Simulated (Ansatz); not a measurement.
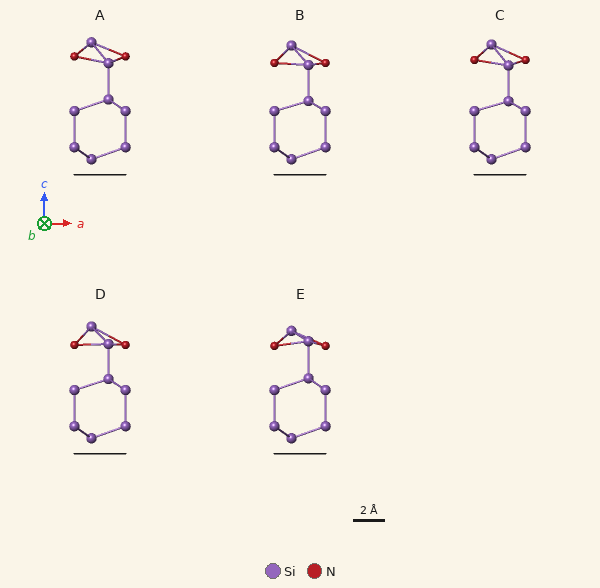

5 geometries from one constrained relaxation of a slab of composition Si₆N (cut from the Fd-3m phase), in shuffled order. The picture is a ball-and-stick view of the cell of the calculation, outlined in the plane, without the vacuum, seen along the b axis.

Case: N put at a hollow Si-Si site. The slab is the (1 1 1) face of Si with N on it. 3 atoms are held fixed.

Level of theory: DFT PBEsol, scalar-relativistic, plane waves, PAW (Ansatz). Settings: plane-wave cutoff 420 eV; k-point mesh 9 × 9 × 1; occupations gaussian; smearing width 0.05 eV; collinear spin; dipole correction; atoms relaxed in a fixed cell; force threshold 0.03 eV/Å; at most 70 steps.

Q: Order the frames from highest to lowest energy.

A: E, D, B, C, A. They are steps 0, 2, 3, 4, 8, at +0.573 eV per cell of the calculation, +0.324 eV per cell of the calculation, +0.173 eV per cell of the calculation, +61.7 meV per cell of the calculation relative to the last. Over 7 accepted moves (8 points after the start) the energy falls by 0.573 eV per cell of the calculation. The largest force component goes from 1.1 to 0.003 eV/Å. The line search rejected the trial step at point 6 of the run. The atom that moves furthest is the N atom (0.68 Å along the normal (+c)). Largest moves by element: N 0.68 Å, Si 0.62 Å. The cell doesn't change. Among the contacts that change: Si–Si 2.318 → 2.599 Å, Si–Si 2.412 → 2.359 Å, N–Si 2.425 → 2.399 Å, N–Si 2.239 → 2.261 Å. Among the angles between lasting bonds that change: Si–Si–Si 111.9° → 95.3°. The run took 5.3 min on 1 thread of Intel(R) Xeon(R) Processor @ 2.70GHz, on a shared host, peak memory 0.6 GiB.

Limits of the set-up: the periodic images lie only 3.8 Å apart, so the values are limited by the cell's size.
